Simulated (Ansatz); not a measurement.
Consider Ta4N3.

The calculation's input:

```
crystal:
  lattice:
    - [-4.3571443853, 0.0, 0.0]
    - [0.0, -4.3571443853, 0.0]
    - [0.0, 0.0, 8.5453519637]
  atoms:
    - { symbol: Ta, position: [0.5, 0.0, 0.0] }
    - { symbol: Ta, position: [0.0, 0.5, 0.5] }
    - { symbol: Ta, position: [0.0, 0.0, 0.2607537444] }
    - { symbol: Ta, position: [0.5, 0.5, 0.7607537444] }
    - { symbol: Ta, position: [0.5, 0.0, 0.5] }
    - { symbol: Ta, position: [0.0, 0.5, 0.0] }
    - { symbol: Ta, position: [0.5, 0.5, 0.2392462556] }
    - { symbol: Ta, position: [1.0, 1.0, 0.7392462556] }
    - { symbol: "N", position: [0.5, 1.0, 0.75] }
    - { symbol: "N", position: [0.0, 0.5, 0.25] }
    - { symbol: "N", position: [0.0, 0.0, 0.0] }
    - { symbol: "N", position: [0.5, 0.5, 0.5] }
    - { symbol: "N", position: [1.0, 0.5, 0.75] }
    - { symbol: "N", position: [0.5, 0.0, 0.25] }
basis:
  ecutwfc: 420
kpoints:
  mp_grid: { grid: [9, 9, 5] }
hamiltonian:
  xc: pbesol
scf:
  occupations: { method: gaussian, width: 0.15 }
output:
  forces: true
  stress: true
  eigenvalues: true
  write_density: true
  write_potential: true
  elf: true
  volumetric_format: npy
```

Command:

```sh
ansatz run input.yaml --threads 2 --pin off --max-ram 5120MiB --backend cpu --events-out ev --progress --plain --runs-dir out
```

Below, planes, directions and counts refer to the conventional cell (a = 4.36 Å, b = 4.36 Å, c = 8.55 Å, α = 90.00°, β = 90.00°, γ = 90.00°).

Space group I4/mmm; a structure from a database of computed crystals, not necessarily the ambient phase.

Level of theory: DFT PBEsol, scalar-relativistic, plane waves, PAW in Ansatz 0.2.0.

> Predict the valence pseudo-density and electron localisation function between the atoms.

Ta–N (2.14 Å): ρ is about 0.63 e/Å³ halfway; the ELF peaks at about 0.80 in the valence shell of N, 0.6 Å from its nucleus, and is about 0.15 at the midpoint: no localised pair shows between them.
Ta–Ta (2.99 Å): ρ at the midpoint is about 0.29 e/Å³; the ELF is about 0.35 at the midpoint.
Ta–N (2.18 Å): ρ is about 0.57 e/Å³ halfway; the ELF peaks at about 0.80 in the valence shell of N, 0.6 Å from its nucleus, and drops to about 0.15 between the two atoms (no shared electron pair shows on this line).
Ta–N (2.23 Å): ρ at the midpoint is about 0.53 e/Å³; the ELF peaks at about 0.80 in the valence shell of N, 0.6 Å from its nucleus, and is about 0.15 at the midpoint (no shared electron pair shows on this line).

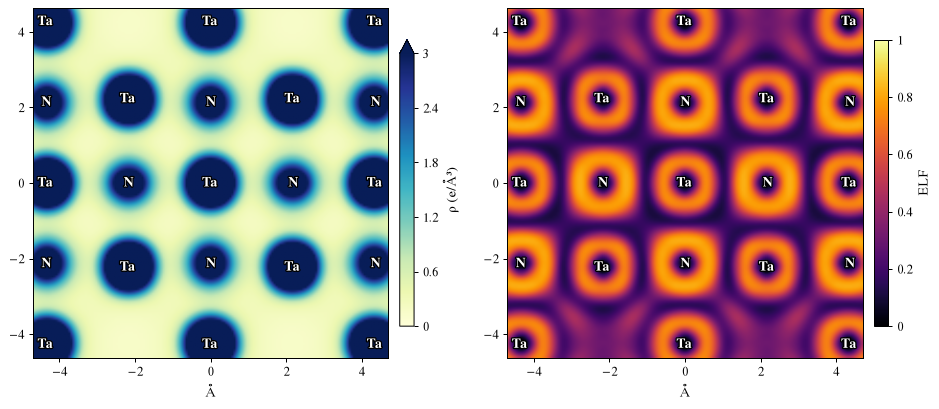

Computed valence pseudo-density and electron localisation function on the (010) plane of the conventional cell, in this order. 
